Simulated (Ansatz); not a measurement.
**Geometry relaxation, with input and output: MoS$_{2}$ (part 1 of 2)**

MoS$_{2}$ (P6₃/mmc, 6 atoms in the cell), computed with DFT HSE06, scalar-relativistic, plane waves, PAW, no spin polarisation (Ansatz 0.2.0).

The structure derives from a Materials Project entry. Figures and captions count atoms from 1; the log counts them from 0 in places.

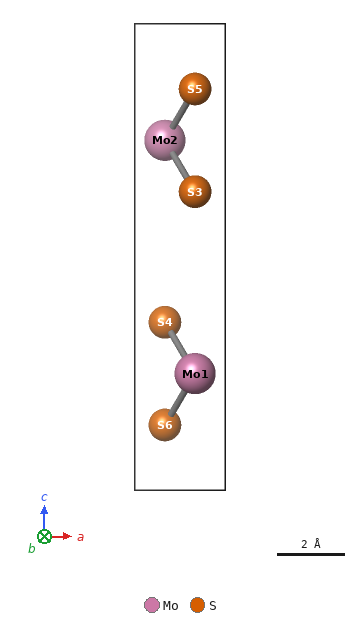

Figure 1. The starting structure (ball-and-stick view of the cell of the calculation, along the b axis; atoms are numbered from 1 in the order of the input). Near neighbours in the crystal (not all of them lie inside the picture): Mo has 6 S at 2.39 Å; S has 3 Mo at 2.39 Å.

### Summary

| quantity | value |
| --- | --- |
| outcome | converged |
| space group (tolerance 0.01 Å) | P6₃/mmc (194) |
| electrons treated | 52 |
| free energy | −13531.6799 eV |
| Fermi energy | 8.895 eV |
| gap on the k-point mesh | 2.00 eV |
| pressure | 0.01 GPa |
| final volume | 123.49 Å³ |
| largest force (length of the vector) at the end | 0.002 eV/Å |
| final cell | a = 3.151 Å, b = 3.151 Å, c = 14.366 Å, α = 90.00°, β = 90.00°, γ = 120.00° |
| hardware | 8 threads of AMD EPYC (Zen 3), 189 GiB of memory available, shared host |
| wall time | 16 min (CPU time 79 min) |
| peak memory | 6.3 GiB |

### Input file
```yaml
crystal:
  lattice:
    - [3.149092848, 2.8e-09, 0.0]
    - [-1.5745464265, 2.7271944038, 0.0]
    - [0.0, 0.0, 14.0643980573]
  atoms:
    - { symbol: Mo, position: [0.6666666667, 0.3333333333, 0.25] }
    - { symbol: Mo, position: [0.3333333333, 0.6666666667, 0.75] }
    - { symbol: S, position: [0.6666666667, 0.3333333333, 0.6399336636] }
    - { symbol: S, position: [0.3333333333, 0.6666666667, 0.3600663364] }
    - { symbol: S, position: [0.6666666667, 0.3333333333, 0.8600663364] }
    - { symbol: S, position: [0.3333333333, 0.6666666667, 0.1399336636] }
basis:
  ecutwfc: 420
kpoints:
  mp_grid: { grid: [12, 12, 2] }
hamiltonian:
  xc: hse06
scf:
  occupations: { method: gaussian, width: 0.02 }
output:
  forces: true
  stress: true
  eigenvalues: true
  write_density: true
  write_potential: true
  elf: true
  volumetric_format: npy
relax:
  adjacent_minimum: "off"
  f_tol: 0.005
  max_steps: 80
  cell: { stress_tol: 0.05 }
```

Command:
```bash
ansatz run input.yaml --threads 8 --pin off --max-ram 20480MiB --backend cpu --events-out ev --progress --plain --runs-dir out
```

### Output
```
Engine: ansatz 0.2.0, x86_64-unknown-linux-gnu
Pseudopotentials: kind: paw
Pseudopotential: Mo, paw, valence charge 14, recommended cutoff 420 eV (normal), Mo.paw.azcp
Pseudopotential: S, paw, valence charge 6, recommended cutoff 420 eV (normal), S.paw.azcp
Functional definition: HSE06
  parameter a = 0.25
  parameter omega = 0.11/bohr
  exchange = pbe_x - a*pbe_x_sr(omega) + a*exact_x_sr(omega)
  correlation = pbe_c
Crystal: 6 atoms, lattice volume = 120.788 Å³
Basis set: ecut = 420 eV, 2339 PW (Γ), exchange–correlation on 48×48×192 points (8 copies of the dense FFT grid, shifted against one another)
Bands: 32, of which v1, the nominal top of the filled ones, is band 26 counted from 1 (25 counted from 0)
Symmetry: 24 space group operations
Space group: P63/mmc (ITA 194), of the structure as read, at distance tolerance 4.9e-5 Å
k-points: 38 of 288
Non-local potential: Mo, projectors of the file, l = 0: 3, l = 1: 2, l = 2: 2, l = 3: 1
Non-local potential: S, projectors of the file, l = 0: 2, l = 1: 2, l = 2: 2
PAW form: soft (Blöchl's): semilocal exchange-correlation on the pseudo side does not see the compensation charge
PAW frozen core: Mo, regenerated for the run's functional, and the local potential with it (the file was generated under x = pbe(κ = 0.804, μ = 0.2195149727645171), c = pbe(β = 0.06672455060314922))
PAW frozen core: S, regenerated for the run's functional, and the local potential with it (the file was generated under x = pbe(κ = 0.804, μ = 0.2195149727645171), c = pbe(β = 0.06672455060314922))
PAW one-centre angular grid: Mo, 590 points (default); XC on 64 Gauss nodes
PAW one-centre angular grid: S, 110 points (default); XC on 64 Gauss nodes
Initial density: superposition of atomic densities (neutral atoms: chi_scale 0, normalization atom), corrected by the library's trained network
Initial wavefunctions: pseudopotential atomic-orbital guess
Functional: x = pbe(κ = 0.804, μ = 0.2195149727645171), c = pbe(β = 0.06672455060314922), warm-up for x = pbe(κ = 0.804, μ = 0.2195149727645171) + 0.25 (exact − pbe) at short range (hse, ω = 0.20786987370883472 Å⁻¹), c = pbe(β = 0.06672455060314922); HSE06 as pw.x's `hse` composes it (authors' and Libxc's form: `xc: wpbeh`)
SCF iter   1: F=—  HF=-13525.570687 eV  |F-HF|=—  |Δ(HF+E_count)|=         —  Δρ=5.52e-3  dr2=2.40e-2  ethr=1.77e-3  ⟨swp⟩=5.5  Hψ=5083  notcnv=0
preconditioner: auto → none  [insulator: Δε(μ)=1.421 eV  Ē_g=7.837 eV  σ=0.020 eV  W_gap=1.00  n_scr=28 (ndim 8)  ℏωp=20.3 eV  f_vac=0.148  D(μ)=0.00/eV (n_scr^D=0)]
SCF iter   2: F=—  HF=-13525.589257 eV  |F-HF|=—  |Δ(HF+E_count)|=   1.86e-2  Δρ=5.10e-3  dr2=7.86e-2  ethr=4.62e-5  ⟨swp⟩=5.1  Hψ=3727  notcnv=0  defer=4
SCF iter   3: F=—  HF=-13525.581018 eV  |F-HF|=—  |Δ(HF+E_count)|=   8.24e-3  Δρ=2.58e-3  dr2=8.42e-3  ethr=4.62e-5  ⟨swp⟩=4.2  Hψ=3392  notcnv=0  defer=2
iter 4 solved again at ethr=9.83e-7 eV; its pass at ethr=1.62e-5 eV (dr2=5.11e-4 eV) is discarded
SCF iter   4: F=—  HF=-13525.583021 eV  |F-HF|=—  |Δ(HF+E_count)|=   2.00e-3  Δρ=7.22e-4  dr2=3.82e-4  ethr=9.83e-7  ⟨swp⟩=3.3  Hψ=4949  notcnv=0
eigensolver tolerance schedule: the retry pair's looser diagonalisation over-reported the residual by 0.34 of it (diagonalisation noise at 0.37 of the residual, at the tolerance the schedule requests for it); recorded, not acted on — ethr = c·dr2/N_el stays at c = 1.0e-1
SCF iter   5: F=—  HF=-13525.583357 eV  |F-HF|=—  |Δ(HF+E_count)|=   3.36e-4  Δρ=1.19e-4  dr2=5.07e-6  ethr=7.34e-7  ⟨swp⟩=3.2  Hψ=2708  notcnv=0
SCF iter   6: F=—  HF=-13525.583372 eV  |F-HF|=—  |Δ(HF+E_count)|=   1.48e-5  Δρ=1.63e-5  dr2=2.46e-7  ethr=9.75e-9  ⟨swp⟩=4.2  Hψ=3015  notcnv=0
SCF iter   7: F=—  HF=-13525.583372 eV  |F-HF|=—  |Δ(HF+E_count)|=   4.30e-7  Δρ=3.64e-6  dr2=9.26e-9  ethr=4.73e-10  ⟨swp⟩=3.2  Hψ=2877  notcnv=0
SCF iter   8: F=—  HF=-13525.583372 eV  |F-HF|=—  |Δ(HF+E_count)|=   5.44e-8  Δρ=8.06e-7  dr2=4.50e-10  ethr=1.78e-11  ⟨swp⟩=3.7  Hψ=2894  notcnv=0
SCF iter   9: F=-13525.583372 eV  HF=-13525.583372 eV  |F-HF|=4.00e-11  |Δ(HF+E_count)|=   4.65e-9  Δρ=9.24e-8  dr2=9.28e-12  ethr=1.00e-12  ⟨swp⟩=3.8  Hψ=2924  notcnv=0
SCF 1 converged in 9 iterations: F = -13525.583372 eV  dr2 = 9.28e-12
  greatest PAW one-centre occupation: 0.998 electrons in one spin orbital (limit 2), on the Mo atom at site 1 (counted from 0), in its partial waves of l = 0
Initial density: handed on by an earlier stage of this run
Initial wavefunctions: those handed on with the density
Functional: x = pbe(κ = 0.804, μ = 0.2195149727645171) + 0.25 (exact − pbe) at short range (hse, ω = 0.20786987370883472 Å⁻¹), c = pbe(β = 0.06672455060314922); HSE06 as pw.x's `hse` composes it (authors' and Libxc's form: `xc: wpbeh`)
Exchange kernel: α = 0.2500, screened, ω = 0.2079 Å⁻¹, Wigner–Seitz truncation, v(0) = 1046.9288 eV·Å³, q-mesh 12×12×2, nearest image of the exchange supercell L = 28.13 Å, pair-density grid 15×15×64, without the augmentation charges, whose exchange is taken in its separable form by FFT convolution over the k-point mesh (sized by the pseudopotential files, 20×20×96 at the most), smooth part of the exact exchange by density-matrix convolution
Frozen-core exchange: fock
iter 1 solved again at ethr=3.73e-4 eV; its pass at ethr=1.00e-1 eV (dr2=1.94e-1 eV) is discarded
SCF iter   1: F=—  HF=-13531.717985 eV  |F-HF|=—  |Δ(HF+E_count)|=         —  Δρ=1.03e-2  dr2=2.56e-1  ethr=3.73e-4  ⟨swp⟩=3.8  Hψ=5198  notcnv=0
preconditioner: auto → none  [insulator: Δε(μ)=2.022 eV  Ē_g=9.317 eV  σ=0.020 eV  W_gap=1.00  n_scr=28 (ndim 8)  ℏωp=20.3 eV  f_vac=0.145  D(μ)=0.00/eV (n_scr^D=0)]
SCF iter   2: F=—  HF=-13531.763713 eV  |F-HF|=—  |Δ(HF+E_count)|=   4.57e-2  Δρ=1.21e-2  dr2=6.00e-1  ethr=3.73e-4  ⟨swp⟩=4.0  Hψ=3723  notcnv=0  recentre
SCF iter   3: F=—  HF=-13531.667811 eV  |F-HF|=—  |Δ(HF+E_count)|=   9.59e-2  Δρ=3.40e-3  dr2=1.85e-2  ethr=3.73e-4  ⟨swp⟩=4.0  Hψ=3296  notcnv=0
SCF iter   4: F=—  HF=-13531.679671 eV  |F-HF|=—  |Δ(HF+E_count)|=   1.19e-2  Δρ=1.56e-3  dr2=4.51e-3  ethr=3.15e-5  ⟨swp⟩=3.4  Hψ=3031  notcnv=0
SCF iter   5: F=—  HF=-13531.678791 eV  |F-HF|=—  |Δ(HF+E_count)|=   8.80e-4  Δρ=4.10e-4  dr2=1.84e-4  ethr=8.12e-6  ⟨swp⟩=3.0  Hψ=2614  notcnv=0
SCF iter   6: F=—  HF=-13531.679525 eV  |F-HF|=—  |Δ(HF+E_count)|=   7.34e-4  Δρ=2.92e-4  dr2=2.50e-4  ethr=1.68e-7  ⟨swp⟩=4.2  Hψ=3306  notcnv=0
SCF iter   7: F=-13531.679477 eV  HF=-13531.679478 eV  |F-HF|=1.17e-6  |Δ(HF+E_count)|=   4.65e-5  Δρ=2.73e-5  dr2=3.66e-6  ethr=1.68e-7  ⟨swp⟩=3.7  Hψ=2705  notcnv=0
SCF 2 stopped early in 7 iterations: F = -13531.679477 eV  dr2 = 3.66e-6
  Residual-converged pass: ⟨swp⟩=4.8  Hψ=4118  notcnv=0  max |occ|·‖R‖ = 6.6e-6 eV (tolerance 6.7e-6 eV)  dr2=3.57e-6  dr2_onsite=4.83e-8  max |Δocc| = 0.0e0
hybrid outer 1: dexx = +2.031e-2 eV, tail = 3.12e-5 eV
Exchange kernel: α = 0.2500, screened, ω = 0.2079 Å⁻¹, Wigner–Seitz truncation, v(0) = 1046.9288 eV·Å³, q-mesh 12×12×2, nearest image of the exchange supercell L = 28.13 Å, pair-density grid 15×15×64, without the augmentation charges, whose exchange is taken in its separable form by FFT convolution over the k-point mesh (sized by the pseudopotential files, 20×20×96 at the most), smooth part of the exact exchange by density-matrix convolution
Frozen-core exchange: fock
SCF iter   1: F=—  HF=-13531.679394 eV  |F-HF|=—  |Δ(HF+E_count)|=         —  Δρ=4.17e-5  dr2=8.51e-7  ethr=3.00e-7  ⟨swp⟩=3.9  Hψ=3094  notcnv=0
preconditioner: auto → none  [insulator: Δε(μ)=1.962 eV  Ē_g=9.216 eV  σ=0.020 eV  W_gap=1.00  n_scr=28 (ndim 8)  ℏωp=20.3 eV  f_vac=0.145  D(μ)=0.00/eV (n_scr^D=0)]
SCF iter   2: F=—  HF=-13531.679394 eV  |F-HF|=—  |Δ(HF+E_count)|=   2.37e-8  Δρ=1.59e-5  dr2=2.11e-7  ethr=1.16e-9  ⟨swp⟩=3.8  Hψ=3037  notcnv=0
SCF iter   3: F=—  HF=-13531.679396 eV  |F-HF|=—  |Δ(HF+E_count)|=   1.51e-6  Δρ=8.41e-6  dr2=1.51e-7  ethr=1.33e-10  ⟨swp⟩=4.9  Hψ=3393  notcnv=0
SCF iter   4: F=—  HF=-13531.679396 eV  |F-HF|=—  |Δ(HF+E_count)|=   3.39e-8  Δρ=1.38e-6  dr2=2.84e-8  ethr=1.33e-10  ⟨swp⟩=3.1  Hψ=2722  notcnv=0
SCF iter   5: F=—  HF=-13531.679396 eV  |F-HF|=—  |Δ(HF+E_count)|=   1.33e-7  Δρ=2.75e-6  dr2=1.38e-8  ethr=7.15e-12  ⟨swp⟩=5.0  Hψ=3513  notcnv=0
SCF iter   6: F=—  HF=-13531.679396 eV  |F-HF|=—  |Δ(HF+E_count)|=   2.66e-9  Δρ=2.18e-7  dr2=2.80e-9  ethr=7.15e-12  ⟨swp⟩=3.9  Hψ=2926  notcnv=0
SCF iter   7: F=—  HF=-13531.679396 eV  |F-HF|=—  |Δ(HF+E_count)|=   1.28e-8  Δρ=7.39e-7  dr2=7.12e-10  ethr=1.19e-12 (applied; sched 1.00e-12)  ⟨swp⟩=4.9  Hψ=3346  notcnv=0
SCF iter   8: F=-13531.679396 eV  HF=-13531.679396 eV  |F-HF|=1.15e-10  |Δ(HF+E_count)|=   1.22e-9  Δρ=3.10e-7  dr2=1.56e-10  ethr=1.00e-12  ⟨swp⟩=4.0  Hψ=2581  notcnv=0
SCF 3 stopped early in 8 iterations: F = -13531.679396 eV  dr2 = 1.56e-10
  Residual-converged pass: ⟨swp⟩=3.0  Hψ=2622  notcnv=0  max |occ|·‖R‖ = 3.4e-7 eV (tolerance 3.4e-7 eV)  dr2=1.55e-10  dr2_onsite=4.26e-12  max |Δocc| = 0.0e0
hybrid outer 2: dexx = +2.556e-6 eV, tail = 1.50e-8 eV, Δε = 9.43e-4 eV (about 2.02e-5 eV left of the loop's levels), ΔF = 3.77e-3 eV/Å (tail 4.06e-4)
Exchange kernel: α = 0.2500, screened, ω = 0.2079 Å⁻¹, Wigner–Seitz truncation, v(0) = 1046.9288 eV·Å³, q-mesh 12×12×2, nearest image of the exchange supercell L = 28.13 Å, pair-density grid 15×15×64, without the augmentation charges, whose exchange is taken in its separable form by FFT convolution over the k-point mesh (sized by the pseudopotential files, 20×20×96 at the most), smooth part of the exact exchange by density-matrix convolution
Frozen-core exchange: fock
SCF iter   1: F=—  HF=-13531.679396 eV  |F-HF|=—  |Δ(HF+E_count)|=         —  Δρ=2.09e-6  dr2=3.13e-9  ethr=1.44e-10  ⟨swp⟩=5.7  Hψ=3461  notcnv=0
SCF iter   2: F=—  HF=-13531.679396 eV  |F-HF|=—  |Δ(HF+E_count)|=  4.11e-10  Δρ=1.29e-6  dr2=3.18e-9  ethr=5.82e-12  ⟨swp⟩=3.1  Hψ=2732  notcnv=0
SCF iter   3: F=—  HF=-13531.679396 eV  |F-HF|=—  |Δ(HF+E_count)|=  3.91e-10  Δρ=7.88e-7  dr2=5.31e-10  ethr=5.82e-12  ⟨swp⟩=3.1  Hψ=2574  notcnv=0
SCF iter   4: F=-13531.679396 eV  HF=-13531.679396 eV  |F-HF|=2.55e-11  |Δ(HF+E_count)|=  1.42e-10  Δρ=1.82e-7  dr2=3.89e-11  ethr=1.00e-12  ⟨swp⟩=2.2  Hψ=2216  notcnv=0
SCF 4 converged in 4 iterations: F = -13531.679396 eV  dr2 = 3.89e-11
  Residual-converged pass: ⟨swp⟩=3.4  Hψ=3097  notcnv=0  max |occ|·‖R‖ = 1.6e-7 eV (tolerance 1.6e-7 eV)  dr2=3.58e-11  dr2_onsite=7.68e-13  max |Δocc| = 0.0e0
hybrid outer 3: dexx = +1.227e-9 eV, tail = 9.50e-11 eV, Δε = 1.02e-4 eV (about 7.59e-6 eV left of the loop's levels), ΔF = 4.00e-5 eV/Å (tail 3.56e-5)
relax step   1: F+E_penalty+E_count = -13531.67939635 eV  Δ(F+E_penalty+E_count) = +0.000e0 eV  max|allowed force component| = 2.732e-3 eV/Å  Δτ_max = 0.0000 Å  P = +0.100 GPa  Ω = 120.788 Å³  (28 SCF iters, accepted)
Crystal: 6 atoms, lattice volume = 121.326 Å³
Exchange kernel: α = 0.2500, screened, ω = 0.2079 Å⁻¹, Wigner–Seitz truncation, v(0) = 1046.9289 eV·Å³, q-mesh 12×12×2, nearest image of the exchange supercell L = 28.18 Å, pair-density grid 15×15×64, without the augmentation charges, whose exchange is taken in its separable form by FFT convolution over the k-point mesh (sized by the pseudopotential files, 20×20×96 at the most), smooth part of the exact exchange by density-matrix convolution
Frozen-core exchange: fock
iter 1 solved again at ethr=9.41e-6 eV; its pass at ethr=1.00e-1 eV (dr2=4.89e-3 eV) is discarded
SCF iter   1: F=—  HF=-13531.676646 eV  |F-HF|=—  |Δ(HF+E_count)|=         —  Δρ=8.18e-4  dr2=2.95e-3  ethr=9.41e-6  ⟨swp⟩=3.6  Hψ=5763  notcnv=0
preconditioner: auto → none  [insulator: Δε(μ)=1.933 eV  Ē_g=9.205 eV  σ=0.020 eV  W_gap=1.00  n_scr=28 (ndim 8)  ℏωp=20.2 eV  f_vac=0.149  D(μ)=0.00/eV (n_scr^D=0)]
SCF iter   2: F=—  HF=-13531.676709 eV  |F-HF|=—  |Δ(HF+E_count)|=   6.26e-5  Δρ=1.02e-3  dr2=4.80e-3  ethr=5.17e-6  ⟨swp⟩=4.0  Hψ=3229  notcnv=0
iter 3 solved again at ethr=7.43e-8 eV; its pass at ethr=5.17e-6 eV (dr2=3.86e-5 eV) is discarded
SCF iter   3: F=—  HF=-13531.675923 eV  |F-HF|=—  |Δ(HF+E_count)|=   7.85e-4  Δρ=2.04e-4  dr2=4.48e-4  ethr=7.43e-8  ⟨swp⟩=3.4  Hψ=5233  notcnv=0
SCF iter   4: F=—  HF=-13531.679545 eV  |F-HF|=—  |Δ(HF+E_count)|=   3.62e-3  Δρ=4.86e-4  dr2=1.22e-3  ethr=7.43e-8  ⟨swp⟩=5.1  Hψ=4183  notcnv=0
SCF iter   5: F=—  HF=-13531.679264 eV  |F-HF|=—  |Δ(HF+E_count)|=   2.81e-4  Δρ=1.30e-4  dr2=2.03e-5  ethr=7.43e-8  ⟨swp⟩=4.5  Hψ=3536  notcnv=0
SCF iter   6: F=—  HF=-13531.679302 eV  |F-HF|=—  |Δ(HF+E_count)|=   3.76e-5  Δρ=5.36e-5  dr2=9.66e-6  ethr=2.92e-8  ⟨swp⟩=3.1  Hψ=2776  notcnv=0
SCF iter   7: F=-13531.679299 eV  HF=-13531.679299 eV  |F-HF|=4.06e-9  |Δ(HF+E_count)|=   2.71e-6  Δρ=5.03e-6  dr2=3.70e-7  ethr=1.79e-8  ⟨swp⟩=3.0  Hψ=2704  notcnv=0
SCF 5 stopped early in 7 iterations: F = -13531.679299 eV  dr2 = 3.70e-7
  Residual-converged pass: ⟨swp⟩=4.1  Hψ=3542  notcnv=0  max |occ|·‖R‖ = 6.5e-6 eV (tolerance 6.7e-6 eV)  dr2=3.68e-7  dr2_onsite=1.60e-9  max |Δocc| = 0.0e0
hybrid outer 1: dexx = +3.681e-3 eV, tail = 6.13e-6 eV
Exchange kernel: α = 0.2500, screened, ω = 0.2079 Å⁻¹, Wigner–Seitz truncation, v(0) = 1046.9289 eV·Å³, q-mesh 12×12×2, nearest image of the exchange supercell L = 28.18 Å, pair-density grid 15×15×64, without the augmentation charges, whose exchange is taken in its separable form by FFT convolution over the k-point mesh (sized by the pseudopotential files, 20×20×96 at the most), smooth part of the exact exchange by density-matrix convolution
Frozen-core exchange: fock
SCF iter   1: F=—  HF=-13531.679270 eV  |F-HF|=—  |Δ(HF+E_count)|=         —  Δρ=2.38e-5  dr2=5.89e-7  ethr=5.89e-8  ⟨swp⟩=5.2  Hψ=3354  notcnv=0
preconditioner: auto → none  [insulator: Δε(μ)=1.923 eV  Ē_g=9.208 eV  σ=0.020 eV  W_gap=1.00  n_scr=28 (ndim 8)  ℏωp=20.2 eV  f_vac=0.149  D(μ)=0.00/eV (n_scr^D=0)]
SCF iter   2: F=—  HF=-13531.679270 eV  |F-HF|=—  |Δ(HF+E_count)|=   8.68e-8  Δρ=1.05e-5  dr2=5.07e-8  ethr=9.17e-10  ⟨swp⟩=3.1  Hψ=2372  notcnv=0
SCF iter   3: F=—  HF=-13531.679270 eV  |F-HF|=—  |Δ(HF+E_count)|=   4.54e-8  Δρ=1.23e-6  dr2=1.58e-9  ethr=7.96e-11  ⟨swp⟩=3.4  Hψ=2814  notcnv=0
SCF iter   4: F=—  HF=-13531.679270 eV  |F-HF|=—  |Δ(HF+E_count)|=   1.43e-9  Δρ=5.39e-7  dr2=7.31e-10  ethr=2.56e-12  ⟨swp⟩=3.9  Hψ=2985  notcnv=0
SCF iter   5: F=-13531.679270 eV  HF=-13531.679270 eV  |F-HF|=3.64e-12  |Δ(HF+E_count)|=  1.24e-10  Δρ=8.45e-8  dr2=1.41e-11  ethr=1.33e-12  ⟨swp⟩=3.0  Hψ=2315  notcnv=0
SCF 6 converged in 5 iterations: F = -13531.679270 eV  dr2 = 1.41e-11
  Residual-converged pass: ⟨swp⟩=4.0  Hψ=3124  notcnv=0  max |occ|·‖R‖ = 1.6e-7 eV (tolerance 1.6e-7 eV)  dr2=1.16e-11  dr2_onsite=3.66e-13  max |Δocc| = 0.0e0
hybrid outer 2: dexx = +1.102e-7 eV, tail = 4.03e-9 eV, Δε = 5.39e-4 eV (about 1.32e-5 eV left of the loop's levels), ΔF = 3.65e-3 eV/Å (tail 4.32e-4)
Exchange kernel: α = 0.2500, screened, ω = 0.2079 Å⁻¹, Wigner–Seitz truncation, v(0) = 1046.9289 eV·Å³, q-mesh 12×12×2, nearest image of the exchange supercell L = 28.18 Å, pair-density grid 15×15×64, without the augmentation charges, whose exchange is taken in its separable form by FFT convolution over the k-point mesh (sized by the pseudopotential files, 20×20×96 at the most), smooth part of the exact exchange by density-matrix convolution
Frozen-core exchange: fock
SCF iter   1: F=—  HF=-13531.679270 eV  |F-HF|=—  |Δ(HF+E_count)|=         —  Δρ=1.23e-6  dr2=6.77e-10  ethr=3.87e-11  ⟨swp⟩=7.2  Hψ=3517  notcnv=0
preconditioner: auto → none  [insulator: Δε(μ)=1.922 eV  Ē_g=9.208 eV  σ=0.020 eV  W_gap=1.00  n_scr=28 (ndim 8)  ℏωp=20.2 eV  f_vac=0.149  D(μ)=0.00/eV (n_scr^D=0)]
SCF iter   2: F=—  HF=-13531.679270 eV  |F-HF|=—  |Δ(HF+E_count)|=  2.73e-10  Δρ=3.37e-7  dr2=1.96e-10  ethr=1.22e-12  ⟨swp⟩=3.0  Hψ=3015  notcnv=0
SCF iter   3: F=-13531.679270 eV  HF=-13531.679270 eV  |F-HF|=3.64e-12  |Δ(HF+E_count)|=  3.27e-11  Δρ=6.16e-8  dr2=1.47e-11  ethr=1.00e-12  ⟨swp⟩=2.3  Hψ=2220  notcnv=0
SCF 7 converged in 3 iterations: F = -13531.679270 eV  dr2 = 1.47e-11
  Residual-converged pass: ⟨swp⟩=3.9  Hψ=3018  notcnv=0  max |occ|·‖R‖ = 1.6e-7 eV (tolerance 1.6e-7 eV)  dr2=1.76e-11  dr2_onsite=4.25e-13  max |Δocc| = 0.0e0
hybrid outer 3: dexx = +1.597e-10 eV, tail = 3.46e-11 eV, Δε = 4.84e-5 eV (about 4.29e-6 eV left of the loop's levels), ΔF = 5.86e-5 eV/Å (tail 4.00e-5)
relax step   2: F+E_penalty+E_count = -13531.67927043 eV  Δ(F+E_penalty+E_count) = +1.259e-4 eV  max|allowed force component| = 1.982e-2 eV/Å  Δτ_max = 0.0051 Å  P = -0.048 GPa  Ω = 121.326 Å³  energy of the carried Pulay correction = -6.186e-5 eV  (15 SCF iters, rejected (line search))
[... from here on the SCF iterations and repeated set-up lines of each step are left out, up to the last step ...]
SCF 8 stopped early in 7 iterations: F = -13531.679465 eV  dr2 = 4.86e-8
SCF 9 converged in 5 iterations: F = -13531.679461 eV  dr2 = 3.94e-12
SCF 10 converged in 2 iterations: F = -13531.679461 eV  dr2 = 1.01e-11
relax step   3: F+E_penalty+E_count = -13531.67946138 eV  Δ(F+E_penalty+E_count) = -6.503e-5 eV  max|allowed force component| = 3.862e-4 eV/Å  Δτ_max = 0.0018 Å  P = +0.029 GPa  Ω = 120.995 Å³  energy of the carried Pulay correction = -2.389e-5 eV  (14 SCF iters, accepted)
SCF 11 stopped early in 8 iterations: F = -13531.679556 eV  dr2 = 3.23e-7
SCF 12 converged in 6 iterations: F = -13531.679522 eV  dr2 = 2.07e-11
SCF 13 converged in 2 iterations: F = -13531.679522 eV  dr2 = 3.35e-11
```
